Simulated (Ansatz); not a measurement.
Ag. A set of calculations on one system.

Space group P6_3/mmc. This isn't the usual form at ambient conditions.

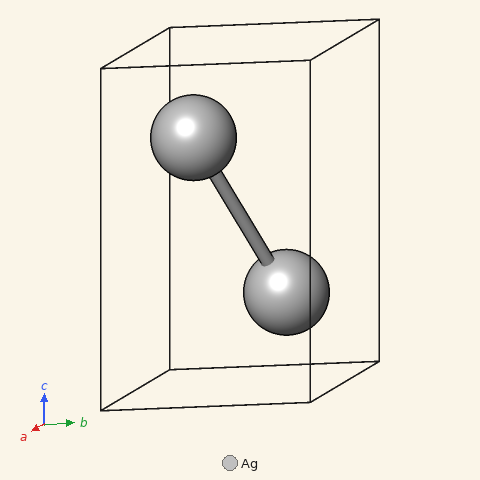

The conventional cell.

Input file:

```
crystal:
  lattice:
    - [2.93, 0.0, 0.0]
    - [-1.465, 2.5374544331, 0.0]
    - [0.0, 0.0, 4.79]
  atoms:
    - { symbol: Ag, position: [0.3333333333, 0.6666666667, 0.25] }
    - { symbol: Ag, position: [0.6666666667, 0.3333333333, 0.75] }
basis:
  ecutwfc: 500
  fft_grid_basis: typed
kpoints:
  mp_grid: { grid: [15, 15, 8] }
hamiltonian:
  xc: pbe
  pseudopotentials: { kind: paw }
scf:
  occupations: { method: gaussian, width: 0.05 }
output:
  forces: true
  stress: true
  eigenvalues: true
  bader: true
  write_density: true
  volumetric_format: npy
  elf: true
```

Run with:

```sh
ansatz run input.yaml --threads 1 --pin off --max-ram 2560MiB --backend cpu --events-out ev --progress --plain --runs-dir out
```

The picture shows the conventional cell (a = 2.93 Å, b = 2.93 Å, c = 4.79 Å, α = 90.00°, β = 90.00°, γ = 120.00°).

All numbers below come from DFT PBE, scalar-relativistic, plane waves, PAW (Ansatz).

Core electrons are frozen (PAW), so the maps are meaningful between the atoms, not at the nuclei.

### 1. Bonding charge

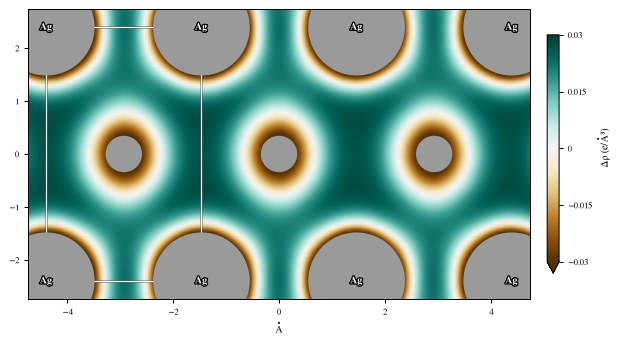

Deformation density (self-consistent density less superposed neutral spherical atoms): a map on the (010) plane of the conventional cell, with grey discs over the atomic cores. Cores are masked to 0.9 Å (Ag).

Read the map: where is density gained and where lost?

Answer. Ag–Ag (2.93 Å): Δρ is +0.02 e/Å³ at the midpoint. Over the whole cell, outside the masked cores, the largest gain, 0.03 e/Å³, lies 1.8 Å from a silver nucleus, and the largest loss lies at the edge of the masked core of Ag. The rearranged charge, half the integral of |Δρ|, is about 0.20 e an atom.

### 2. One group of states

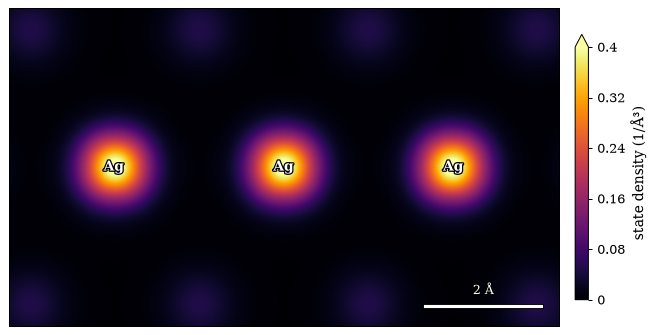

*Density of the Kohn–Sham states from −5.1 to −2.5 eV about the Fermi level (the middle third of the occupied valence band), scaled to one electron a cell: a map on the (010) plane of the conventional cell.*

Describe these states.

Answer. Löwdin projections on the PAW files' atomic orbitals give Ag 4d (over 95 %).
It nearly vanishes midway along the shortest Ag–Ag contact.

### 3. Moving an atom

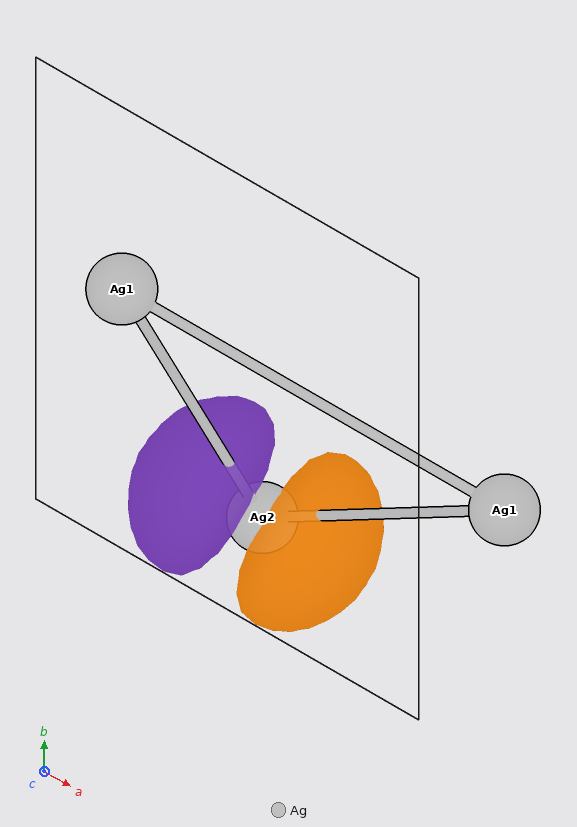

Ag: one atom of the 2-atom cell (and its periodic copies) was moved a little. Density after less density before, orange at +0.8 and purple at −0.8 e/Å³, seen along the c axis; cell a = 2.93 Å, b = 2.93 Å, c = 4.79 Å, α = 90.00°, β = 90.00°, γ = 120.00°. The lobes lie largely inside the PAW sphere, where the density is a smoothed one.

Which atom moved, and which way?

Answer. Ag2 moved towards the orange lobe, down and to the right in the picture. In the run the shift was 0.10 Å along [1 0 0] in the axes of the cell drawn.

What restoring force does the calculation give for this move?

Answer. The force on it changes by 0.09 eV/Å along the move, against it: a stiffness of about 0.89 eV/Å² for this sublattice shift.

Run times: 18 s (base cell), 9.8 s (state densities) and 51 s (moved atom), on 1 thread of Arm Neoverse N1, on a shared host.
